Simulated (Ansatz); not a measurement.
Nudged elastic band, with input and output: Pt$_{6}$HS$_{12}$ (part 1 of 2)

System: Pt$_{6}$HS$_{12}$ (defect cell, 19 atoms in the cell).
Method: DFT PBE+D3(BJ), scalar-relativistic, plane waves, PAW, no spin polarisation (Ansatz 0.2.0).

The structure derives from an entry of the Crystallography Open Database. It belongs to a series of runs on one base structure; here: climbing-image band for the jump of H by 1.78 A. Figures and captions count atoms from 1; the log counts them from 0 in places.

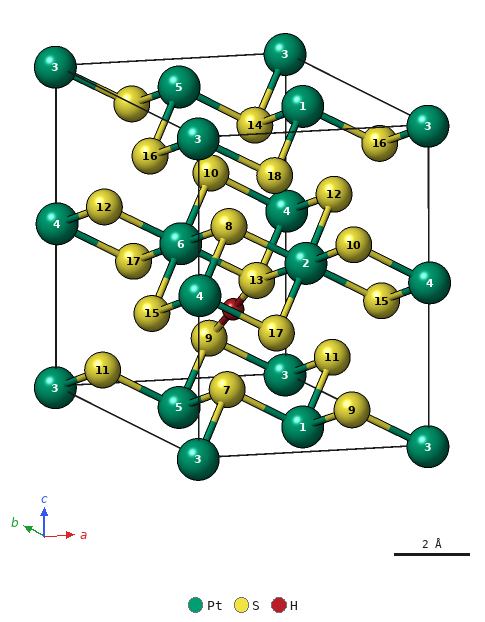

The starting structure (ball-and-stick view of the cell of the calculation, seen at an oblique angle; atoms are numbered from 1 in the order of the input). Near neighbours in the crystal (not all of them lie inside the picture): Pt has 6 S at 2.38 to 2.46 Å; S has 3 Pt at 2.38 to 2.42 Å; S has 1 H at 1.57 to 1.58 Å and 3 Pt at 2.39 to 2.46 Å; H has 2 S at 1.57 to 1.58 Å.

The input:
```yaml
crystal:
  lattice:
    - [0.0, -6.2064721004, 0.0]
    - [5.3749625069, 3.1032360502, 0.0]
    - [0.0, 0.0, 9.3245486798]
  atoms:
    - { symbol: Pt, position: [0.6668317182, 0.3450795534, -0.0077064578] }
    - { symbol: Pt, position: [0.6665312823, 0.3220378731, 0.5076470589] }
    - { symbol: Pt, position: [0.001570598, 0.007032404, -0.007031997] }
    - { symbol: Pt, position: [0.0013284658, -0.0053054846, 0.5069623015] }
    - { symbol: Pt, position: [0.3319680427, 0.6721579729, -0.0069060575] }
    - { symbol: Pt, position: [0.3317051828, 0.6598791247, 0.5068752573] }
    - { symbol: S, position: [0.3344384032, 0.3397966917, 0.123140947] }
    - { symbol: S, position: [0.3345637982, 0.3270972174, 0.6349353283] }
    - { symbol: S, position: [0.666844509, 0.0003474063, 0.1226595838] }
    - { symbol: S, position: [0.6664250806, -0.013055876, 0.6408586185] }
    - { symbol: S, position: [-0.0009322635, 0.6722686924, 0.1231274371] }
    - { symbol: S, position: [-0.0014682079, 0.6590714382, 0.6349439399] }
    - { symbol: S, position: [0.6666015467, 0.6663192603, 0.3774509832] }
    - { symbol: S, position: [0.6667317866, 0.6802226358, 0.8589424181] }
    - { symbol: S, position: [-0.0011616266, 0.3269590484, 0.3767865817] }
    - { symbol: S, position: [-0.0013133717, 0.3399545479, 0.8650061245] }
    - { symbol: S, position: [0.3341756599, 0.9945613878, 0.3768638956] }
    - { symbol: S, position: [0.3348868761, 1.0079222055, 0.8650646717] }
    - { symbol: H, position: [-0.3317479857, -0.1656032139, 0.2498361713] }
basis:
  ecutwfc: 420
  xc_grid: 2
kpoints:
  mp_grid: { grid: [4, 4, 3], shift: [0.0, 0.0, 0.0] }
hamiltonian:
  xc: pbe
  dispersion: d3bj
scf:
  occupations: { method: gaussian, width: 0.1 }
output:
  forces: true
neb:
  images: 5
  f_tol: 0.05
  max_iterations: 70
  order_check: false
  final_atoms:
    - { symbol: Pt, position: [0.6598100698, 0.3278420271, -0.0069060575] }
    - { symbol: Pt, position: [0.6718260581, 0.3401208753, 0.5068752573] }
    - { symbol: Pt, position: [-0.005461806, -0.007032404, -0.007031997] }
    - { symbol: Pt, position: [0.0066339504, 0.0053054846, 0.5069623015] }
    - { symbol: Pt, position: [0.3217521648, 0.6549204466, -0.0077064578] }
    - { symbol: Pt, position: [0.3444934092, 0.6779621269, 0.5076470589] }
    - { symbol: S, position: [0.3267990441, 0.3277313076, 0.1231274371] }
    - { symbol: S, position: [0.3394603539, 0.3409285618, 0.6349439399] }
    - { symbol: S, position: [0.6664971027, -0.0003474063, 0.1226595838] }
    - { symbol: S, position: [0.6794809565, 0.013055876, 0.6408586185] }
    - { symbol: S, position: [-0.0053582886, 0.6602033083, 0.123140947] }
    - { symbol: S, position: [0.0074665809, 0.6729027826, 0.6349353283] }
    - { symbol: S, position: [0.671879325, 0.6730409516, 0.3767865817] }
    - { symbol: S, position: [0.6587320803, 0.6600454521, 0.8650061245] }
    - { symbol: S, position: [0.0002822864, 0.3336807397, 0.3774509832] }
    - { symbol: S, position: [-0.0134908492, 0.3197773642, 0.8589424181] }
    - { symbol: S, position: [0.3396142721, 1.0054386122, 0.3768638956] }
    - { symbol: S, position: [0.3269646706, 0.9920777945, 0.8650646717] }
    - { symbol: H, position: [-0.1661447718, 0.1656032139, 0.2498361713] }
```

Command:
```bash
ansatz run input.yaml --threads 4 --pin off --max-ram 8192MiB --backend cpu --events-out ev --progress --plain --runs-dir out
```

Log:
```
Warning: neb: disabling space-group detection — the band's intermediate images generally break the endpoint symmetry, so no spatial operation reduces the k-mesh or symmetrises the density, except that a semilocal band can use its path's symmetry ahead of convergence; time reversal is kept, so that k and −k are solved as one point where they differ and the mesh holds both, and exact exchange and, on two spinor components, a DFT+U term hold to it where the run has them: on two components no moment then forms, and a state that bears one, which a typed moment (crystal.atoms[].spin; refused beside efield: under a hybrid functional) reaches, can lie lower, under hf by electronvolts; crystal.symmetry.detect: false (a key that needs symmetry detection or time reversal refuses this as the deck is read) with time_reversal: false beside it drops time reversal too
Engine: ansatz 0.2.0, aarch64-unknown-linux-gnu
Pseudopotentials: kind: paw
Pseudopotential: Pt, paw, valence charge 18, recommended cutoff 420 eV (normal), Pt.paw.azcp
Pseudopotential: S, paw, valence charge 6, recommended cutoff 420 eV (normal), S.paw.azcp
Pseudopotential: H, paw, valence charge 1, recommended cutoff 420 eV (normal), H.paw.azcp
Functional definition: PBE
  parameter kappa = 0.804
  parameter beta = 0.06672455060314922
  exchange = pbe_x(kappa = kappa, mu = beta*pi^2/3)
  correlation = pbe_c(beta = beta)
parallel-image band execution: 4 concurrent image workers
NEB image 0
Crystal: 19 atoms, lattice volume = 311.063 Å³
Basis set: ecut = 420 eV, 6085 PW (Γ), exchange–correlation on 90×90×128 points (8 copies of the dense FFT grid, shifted against one another)
Bands: 110, of which v1, the nominal top of the filled ones, is band 91 counted from 1 (90 counted from 0)
Symmetry: 1 space group operations
k-points: 26 of 48 (time reversal used)
Non-local potential: Pt, projectors of the file, l = 0: 3, l = 1: 2, l = 2: 2, l = 3: 1
Non-local potential: S, projectors of the file, l = 0: 2, l = 1: 2, l = 2: 2
Non-local potential: H, projectors of the file, l = 0: 2, l = 1: 1
PAW form: soft (Blöchl's): semilocal exchange-correlation on the pseudo side does not see the compensation charge
PAW one-centre angular grid: Pt, 590 points (default); XC on 64 Gauss nodes
PAW one-centre angular grid: S, 110 points (default); XC on 64 Gauss nodes
PAW one-centre angular grid: H, 110 points (default); XC on 64 Gauss nodes
Initial density: superposition of atomic densities (neutral atoms: chi_scale 0, normalization atom), corrected by the library's trained network
Initial wavefunctions: pseudopotential atomic-orbital guess
Functional: x = pbe(κ = 0.804, μ = 0.2195149727645171), c = pbe(β = 0.06672455060314922)
SCF iter   1: F=—  HF=-85991.807404 eV  |F-HF|=—  |Δ(HF+E_count)|=         —  Δρ=4.68e-3  dr2=6.58e-2  ethr=1.77e-3  ⟨swp⟩=5.5  Hψ=10765  notcnv=0  defer=47
preconditioner: auto → Kerker (q_TF=auto, 2.493 Å⁻¹)  [metal: Δε(μ)=0.016 eV  Ē_g=8.981 eV  σ=0.100 eV  W_gap=0.09  n_scr=96 (ndim 8)  ℏωp=24.3 eV  f_vac=0.004  D(μ)=4.66/eV (n_scr^D=22)]
SCF iter   2: F=—  HF=-85991.805859 eV  |F-HF|=—  |Δ(HF+E_count)|=   1.55e-3  Δρ=2.34e-3  dr2=2.32e-2  ethr=3.64e-5  ⟨swp⟩=2.0  Hψ=3755  notcnv=0  defer=60
SCF iter   3: F=—  HF=-85991.804425 eV  |F-HF|=—  |Δ(HF+E_count)|=   1.43e-3  Δρ=3.75e-4  dr2=1.85e-3  ethr=1.28e-5  ⟨swp⟩=2.0  Hψ=3999  notcnv=0  defer=60
SCF iter   4: F=—  HF=-85991.804228 eV  |F-HF|=—  |Δ(HF+E_count)|=   1.97e-4  Δρ=1.31e-4  dr2=3.69e-4  ethr=1.02e-6  ⟨swp⟩=1.8  Hψ=3103  notcnv=0  defer=60
SCF iter   5: F=—  HF=-85991.804199 eV  |F-HF|=—  |Δ(HF+E_count)|=   2.92e-5  Δρ=5.04e-5  dr2=2.89e-5  ethr=2.04e-7  ⟨swp⟩=2.2  Hψ=3527  notcnv=0  defer=60
SCF iter   6: F=—  HF=-85991.804810 eV  |F-HF|=—  |Δ(HF+E_count)|=   6.11e-4  Δρ=1.74e-5  dr2=3.37e-6  ethr=1.60e-8  ⟨swp⟩=2.1  Hψ=3632  notcnv=0  defer=60
SCF iter   7: F=—  HF=-85991.804810 eV  |F-HF|=—  |Δ(HF+E_count)|=   4.01e-7  Δρ=5.53e-6  dr2=3.14e-7  ethr=1.86e-9  ⟨swp⟩=2.1  Hψ=3841  notcnv=0  defer=60
SCF iter   8: F=-85991.804810 eV  HF=-85991.804810 eV  |F-HF|=1.36e-8  |Δ(HF+E_count)|=   5.21e-8  Δρ=1.80e-6  dr2=3.51e-8  ethr=5.52e-11  ⟨swp⟩=4.0  Hψ=9123  notcnv=0
SCF 1 converged in 8 iterations: F = -85991.804810 eV  dr2 = 3.51e-8
  greatest PAW one-centre occupation: 1.000 electrons in one spin orbital (limit 2), on the Pt atom at site 5 (counted from 0), in its partial waves of l = 0
NSCF: frozen V_eff on 26 k-points
NEB image 6
SCF iter   1: F=—  HF=-85991.807275 eV  |F-HF|=—  |Δ(HF+E_count)|=         —  Δρ=4.68e-3  dr2=6.58e-2  ethr=1.77e-3  ⟨swp⟩=5.5  Hψ=10773  notcnv=0  defer=41
SCF iter   2: F=—  HF=-85991.805859 eV  |F-HF|=—  |Δ(HF+E_count)|=   1.42e-3  Δρ=2.34e-3  dr2=2.32e-2  ethr=3.63e-5  ⟨swp⟩=2.0  Hψ=3821  notcnv=0  defer=55
SCF iter   3: F=—  HF=-85991.804414 eV  |F-HF|=—  |Δ(HF+E_count)|=   1.44e-3  Δρ=3.74e-4  dr2=1.85e-3  ethr=1.28e-5  ⟨swp⟩=2.0  Hψ=4002  notcnv=0  defer=55
SCF iter   4: F=—  HF=-85991.804232 eV  |F-HF|=—  |Δ(HF+E_count)|=   1.82e-4  Δρ=1.31e-4  dr2=3.68e-4  ethr=1.02e-6  ⟨swp⟩=1.8  Hψ=3039  notcnv=0  defer=55
SCF iter   5: F=—  HF=-85991.804187 eV  |F-HF|=—  |Δ(HF+E_count)|=   4.47e-5  Δρ=5.04e-5  dr2=2.87e-5  ethr=2.03e-7  ⟨swp⟩=2.3  Hψ=3576  notcnv=0  defer=55
SCF iter   6: F=—  HF=-85991.804810 eV  |F-HF|=—  |Δ(HF+E_count)|=   6.22e-4  Δρ=1.73e-5  dr2=3.37e-6  ethr=1.58e-8  ⟨swp⟩=2.2  Hψ=3723  notcnv=0  defer=55
SCF iter   7: F=—  HF=-85991.804810 eV  |F-HF|=—  |Δ(HF+E_count)|=   3.96e-7  Δρ=5.53e-6  dr2=3.12e-7  ethr=1.86e-9  ⟨swp⟩=2.0  Hψ=3881  notcnv=0  defer=55
SCF iter   8: F=-85991.804810 eV  HF=-85991.804810 eV  |F-HF|=1.35e-8  |Δ(HF+E_count)|=   5.25e-8  Δρ=1.79e-6  dr2=3.51e-8  ethr=5.52e-11  ⟨swp⟩=4.0  Hψ=9129  notcnv=0
SCF 2 converged in 8 iterations: F = -85991.804810 eV  dr2 = 3.51e-8
[... from here on the iterations of each SCF are left out, up to the last one ...]
NSCF: frozen V_eff on 26 k-points
NEB end point (image 0): max|allowed force component| = 1.812e-2 eV/Å (the criterion of neb.relax_end_points is 1.000e-2)
NEB end point (image 6): max|allowed force component| = 1.812e-2 eV/Å (the criterion of neb.relax_end_points is 1.000e-2)
NEB image 1
preconditioner: auto → Kerker (q_TF=auto, 2.493 Å⁻¹)  [metal: Δε(μ)=0.012 eV  Ē_g=8.981 eV  σ=0.100 eV  W_gap=0.07  n_scr=96 (ndim 8)  ℏωp=24.3 eV  f_vac=0.004  D(μ)=5.21/eV (n_scr^D=22)]
SCF 3 converged in 8 iterations: F = -85991.729000 eV  dr2 = 4.95e-8
NEB image 2
preconditioner: auto → Kerker (q_TF=auto, 2.493 Å⁻¹)  [metal: Δε(μ)=0.027 eV  Ē_g=8.987 eV  σ=0.100 eV  W_gap=0.15  n_scr=96 (ndim 8)  ℏωp=24.3 eV  f_vac=0.004  D(μ)=5.64/eV (n_scr^D=34)]
SCF 4 converged in 8 iterations: F = -85991.559659 eV  dr2 = 5.39e-8
NEB image 3
preconditioner: auto → Kerker (q_TF=auto, 2.493 Å⁻¹)  [metal: Δε(μ)=0.023 eV  Ē_g=8.990 eV  σ=0.100 eV  W_gap=0.13  n_scr=96 (ndim 8)  ℏωp=24.3 eV  f_vac=0.004  D(μ)=5.46/eV (n_scr^D=22)]
SCF 5 converged in 8 iterations: F = -85991.464340 eV  dr2 = 4.52e-8
NEB image 4
SCF 6 converged in 8 iterations: F = -85991.559659 eV  dr2 = 5.35e-8
NEB image 5
SCF 7 converged in 8 iterations: F = -85991.729000 eV  dr2 = 4.97e-8
NEB iter   1: max|band force component| = 2.681e0 eV/Å  barrier→ = 0.3405 eV  barrier← = 0.3405 eV  Δτ_max = 0.1946 Å  (56 SCF iters)
NEB image 1
Initial density: handed on by an earlier stage of this run
Initial wavefunctions: those handed on with the density
preconditioner: auto → Kerker (q_TF=auto, 2.493 Å⁻¹)  [metal: Δε(μ)=0.012 eV  Ē_g=8.982 eV  σ=0.100 eV  W_gap=0.07  n_scr=96 (ndim 8)  ℏωp=24.3 eV  f_vac=0.003  D(μ)=5.51/eV (n_scr^D=34)]
SCF 8 converged in 7 iterations: F = -85991.749112 eV  dr2 = 7.13e-8
NEB image 2
preconditioner: auto → Kerker (q_TF=auto, 2.493 Å⁻¹)  [metal: Δε(μ)=0.016 eV  Ē_g=8.988 eV  σ=0.100 eV  W_gap=0.09  n_scr=96 (ndim 8)  ℏωp=24.3 eV  f_vac=0.004  D(μ)=6.24/eV (n_scr^D=34)]
SCF 9 converged in 8 iterations: F = -85991.665952 eV  dr2 = 4.69e-8
NEB image 3
preconditioner: auto → Kerker (q_TF=auto, 2.493 Å⁻¹)  [metal: Δε(μ)=0.038 eV  Ē_g=8.995 eV  σ=0.100 eV  W_gap=0.21  n_scr=96 (ndim 8)  ℏωp=24.3 eV  f_vac=0.004  D(μ)=6.30/eV (n_scr^D=34)]
SCF 10 converged in 8 iterations: F = -85991.632205 eV  dr2 = 5.91e-8
NEB image 4
SCF 11 converged in 8 iterations: F = -85991.665952 eV  dr2 = 4.70e-8
NEB image 5
SCF 12 converged in 7 iterations: F = -85991.749112 eV  dr2 = 7.17e-8
NEB iter   2: max|band force component| = 1.023e0 eV/Å  barrier→ = 0.1726 eV  barrier← = 0.1726 eV  Δτ_max = 0.1685 Å  (38 SCF iters)
[... from here on the SCF iterations and repeated set-up lines of each step are left out, up to the last step ...]
NEB image 1
SCF 13 converged in 7 iterations: F = -85991.757147 eV  dr2 = 4.56e-8
NEB image 2
SCF 14 converged in 7 iterations: F = -85991.703605 eV  dr2 = 6.63e-8
NEB image 3
SCF 15 converged in 8 iterations: F = -85991.697372 eV  dr2 = 1.43e-8
NEB image 4
SCF 16 converged in 7 iterations: F = -85991.703605 eV  dr2 = 6.65e-8
NEB image 5
SCF 17 converged in 7 iterations: F = -85991.757147 eV  dr2 = 4.65e-8
NEB iter   3: max|band force component| = 4.650e-1 eV/Å  barrier→ = 0.1074 eV  barrier← = 0.1074 eV  CI = image 3  Δτ_max = 0.0621 Å  (36 SCF iters)
NEB image 1
SCF 18 converged in 7 iterations: F = -85991.756610 eV  dr2 = 1.84e-8
NEB image 2
SCF 19 converged in 7 iterations: F = -85991.708869 eV  dr2 = 5.70e-8
NEB image 3
SCF 20 converged in 7 iterations: F = -85991.710303 eV  dr2 = 6.73e-8
NEB image 4
SCF 21 converged in 7 iterations: F = -85991.708869 eV  dr2 = 5.73e-8
NEB image 5
SCF 22 converged in 7 iterations: F = -85991.756610 eV  dr2 = 1.82e-8
NEB iter   4: max|band force component| = 6.833e-2 eV/Å  barrier→ = 0.0959 eV  barrier← = 0.0959 eV  CI = image 2  Δτ_max = 0.0553 Å  (35 SCF iters)
NEB image 1
SCF 23 converged in 7 iterations: F = -85991.751866 eV  dr2 = 9.51e-9
NEB image 2
SCF 24 converged in 7 iterations: F = -85991.708390 eV  dr2 = 1.34e-8
NEB image 3
SCF 25 converged in 7 iterations: F = -85991.712028 eV  dr2 = 1.00e-8
NEB image 4
SCF 26 converged in 6 iterations: F = -85991.709580 eV  dr2 = 5.16e-8
NEB image 5
SCF 27 converged in 6 iterations: F = -85991.756989 eV  dr2 = 1.55e-8
NEB iter   5: max|band force component| = 6.031e-2 eV/Å  barrier→ = 0.0964 eV  barrier← = 0.0964 eV  CI = image 2  Δτ_max = 0.0252 Å  (33 SCF iters)
NEB image 1
preconditioner: auto → Kerker (q_TF=auto, 2.493 Å⁻¹)  [metal: Δε(μ)=0.043 eV  Ē_g=8.978 eV  σ=0.100 eV  W_gap=0.24  n_scr=96 (ndim 8)  ℏωp=24.3 eV  f_vac=0.003  D(μ)=5.79/eV (n_scr^D=34)]
SCF 28 converged in 6 iterations: F = -85991.749665 eV  dr2 = 4.07e-8
NEB image 2
preconditioner: auto → Kerker (q_TF=auto, 2.493 Å⁻¹)  [metal: Δε(μ)=0.038 eV  Ē_g=8.982 eV  σ=0.100 eV  W_gap=0.21  n_scr=96 (ndim 8)  ℏωp=24.3 eV  f_vac=0.003  D(μ)=6.50/eV (n_scr^D=34)]
SCF 29 converged in 6 iterations: F = -85991.708352 eV  dr2 = 5.39e-8
NEB image 3
preconditioner: auto → Kerker (q_TF=auto, 2.493 Å⁻¹)  [metal: Δε(μ)=0.002 eV  Ē_g=8.987 eV  σ=0.100 eV  W_gap=0.01  n_scr=96 (ndim 8)  ℏωp=24.3 eV  f_vac=0.003  D(μ)=6.68/eV (n_scr^D=34)]
SCF 30 converged in 6 iterations: F = -85991.712424 eV  dr2 = 2.03e-8
NEB image 4
preconditioner: auto → Kerker (q_TF=auto, 2.493 Å⁻¹)  [metal: Δε(μ)=0.039 eV  Ē_g=8.982 eV  σ=0.100 eV  W_gap=0.22  n_scr=96 (ndim 8)  ℏωp=24.3 eV  f_vac=0.003  D(μ)=6.50/eV (n_scr^D=34)]
SCF 31 converged in 6 iterations: F = -85991.709715 eV  dr2 = 1.43e-9
NEB image 5
iter 1 solved again at ethr=4.89e-8 eV; its pass at ethr=3.10e-3 eV (dr2=8.86e-5 eV) is discarded
SCF iter   1: F=—  HF=-85991.756989 eV  |F-HF|=—  |Δ(HF+E_count)|=         —  Δρ=3.65e-4  dr2=9.09e-5  ethr=4.89e-8  ⟨swp⟩=2.0  Hψ=9731  notcnv=0
SCF iter   2: F=—  HF=-85991.757062 eV  |F-HF|=—  |Δ(HF+E_count)|=   7.37e-5  Δρ=1.97e-4  dr2=2.80e-5  ethr=4.89e-8  ⟨swp⟩=1.0  Hψ=2860  notcnv=0
SCF iter   3: F=—  HF=-85991.757062 eV  |F-HF|=—  |Δ(HF+E_count)|=   7.47e-7  Δρ=1.08e-5  dr2=3.07e-7  ethr=1.55e-8  ⟨swp⟩=2.0  Hψ=4946  notcnv=0
iter 4 did not close the SCF: its close was put off for the readings that it lacked (scf_convergence_deferred on its scf_iter line)
SCF iter   4: F=-85991.757062 eV  HF=-85991.757062 eV  |F-HF|=5.03e-9  |Δ(HF+E_count)|=   2.57e-8  Δρ=3.31e-6  dr2=3.96e-8  ethr=1.70e-10  ⟨swp⟩=2.7  Hψ=4691  notcnv=0
iter 5 did not close the SCF: its close was put off for the readings that it lacked (scf_convergence_deferred on its scf_iter line)
SCF iter   5: F=-85991.757062 eV  HF=-85991.757062 eV  |F-HF|=1.57e-9  |Δ(HF+E_count)|=   6.53e-9  Δρ=8.49e-7  dr2=5.20e-9  ethr=2.19e-11  ⟨swp⟩=2.9  Hψ=4579  notcnv=0
SCF iter   6: F=-85991.757062 eV  HF=-85991.757062 eV  |F-HF|=3.49e-10  |Δ(HF+E_count)|=  8.59e-10  Δρ=2.23e-7  dr2=6.65e-10  ethr=2.87e-12  ⟨swp⟩=1.5  Hψ=7304  notcnv=0
SCF 32 converged in 6 iterations: F = -85991.757062 eV  dr2 = 6.65e-10
NEB image 1
NSCF: frozen V_eff on 26 k-points
NEB image 3
NSCF: frozen V_eff on 26 k-points
NEB image 4
NSCF: frozen V_eff on 26 k-points
NEB image 5
NSCF: frozen V_eff on 26 k-points
NEB image 2
NSCF: frozen V_eff on 26 k-points
the band table was solved once a step of the walk had ended and its energy, with any forces and stress, was formed, with the checks that follow a solve (10860 applications of the Hamiltonian). They found nothing against the state; the energy, forces and stress were not computed again (output.eigenvalues in the input reference)
NEB iter   6: max|band force component| = 4.519e-2 eV/Å  barrier→ = 0.0965 eV  barrier← = 0.0965 eV  CI = image 2  Δτ_max = 0.0000 Å  (30 SCF iters)
```

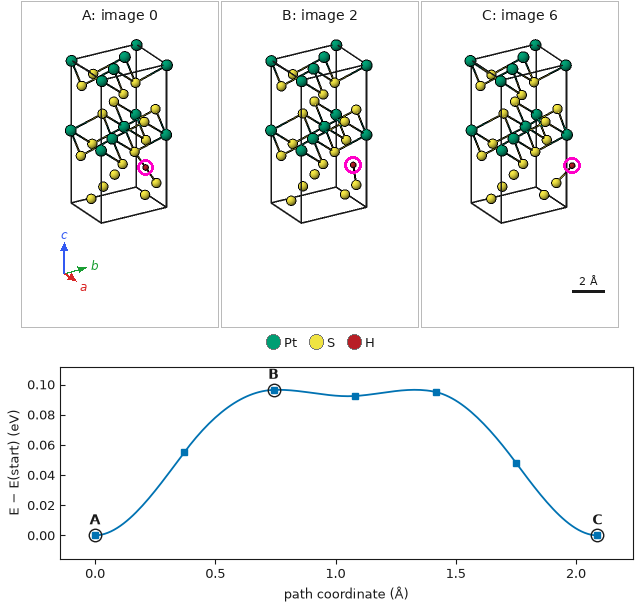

Images of the last band (counted from 0; ball-and-stick, simulation cell, seen slightly off an axis), with the moving atom and its periodic copies ringed, above the energy along the path; the line is a cubic interpolation that uses the forces. The highest image is number 2, 0.096 eV above the start and 0.096 eV above the end (the climbing image); start and end have the same energy. The path is 2.09 Å long, and H19 moves most (1.78 Å). The band converged in 6 iterations.

```
SCF converged after 6 iterations
Free energy (F): -85991.708352 eV
Harris-Foulkes:  -85991.708352 eV  (|F-HF|=4.03e-8)
Internal energy: -85991.675850 eV  (E = F + TS)
E sigma→0 (E₀):  -85991.692101 eV
Entropy (-TS):   -0.032502 eV (-1.711 meV/atom)
Fermi energy:    12.747027 eV
--- Per-component energies (eV) ---
  E_band       = -1699.774044
  E_kinetic    = 5126.269602
  E_local      = -16676.937379  (includes V_loc(G=0)·N_el)
  E_nonlocal   = 1536.538102
  E_hartree    = 6493.809567
  E_xc         = -2749.557296
  E_vxc        = -2884.838709  (∫ρ·V_xc dr)
  E_paw        = -63925.099932  (= ΣΔE_a)
  E_vpaw       = -1788.424641  (= ΣTr[D̂ρ^β])
  E_aug_tail   = 0.000009  (compensation charges beyond the density's cutoff)
  E_ewald      = -15788.401202
  E_disp       = -8.297322  (pairwise vdW)
  E_smearing   = -0.032502  (= −TS)
  E_closure    = -0.000000  (closes the sum)
  Σ components = -85991.708352   (vs F -85991.708352, Δ=0.00e0)
--- Forces (eV/Å), atoms counted from 1 ---
  atom   1  Pt    -0.00391697    -0.00482688    -0.00486592
  atom   2  Pt    -0.00540878     0.00258598     0.00127346
  atom   3  Pt     0.00311939    -0.00239087     0.00185579
  atom   4  Pt    -0.00141006     0.00136848     0.00367070
  atom   5  Pt     0.00374127    -0.00259963    -0.00142747
  atom   6  Pt     0.00320234     0.00200849    -0.00532952
  atom   7  S     -0.00204209     0.00257354    -0.00043272
  atom   8  S      0.00321869    -0.00248629    -0.00198374
  atom   9  S      0.00385847     0.00865708    -0.00757612
  atom  10  S     -0.00324498     0.00161455     0.00492966
  atom  11  S     -0.00183651     0.00014620    -0.00090822
  atom  12  S     -0.00341474    -0.00348424    -0.00159872
  atom  13  S     -0.00067594     0.00094246    -0.00025705
  atom  14  S      0.00593444     0.00377252    -0.00193808
  atom  15  S      0.00634831    -0.00198437     0.00315837
  atom  16  S     -0.00171328     0.00198005     0.00061034
  atom  17  S      0.00175930    -0.00912829    -0.00185418
  atom  18  S     -0.00043088     0.00028641    -0.00076446
  atom  19  H     -0.00712961     0.00094858     0.01343338
  max |Σ_I F_I| component: 4.16e-5 eV/Å
--- Band table (eV; the first three rows and the last of 26) ---
```
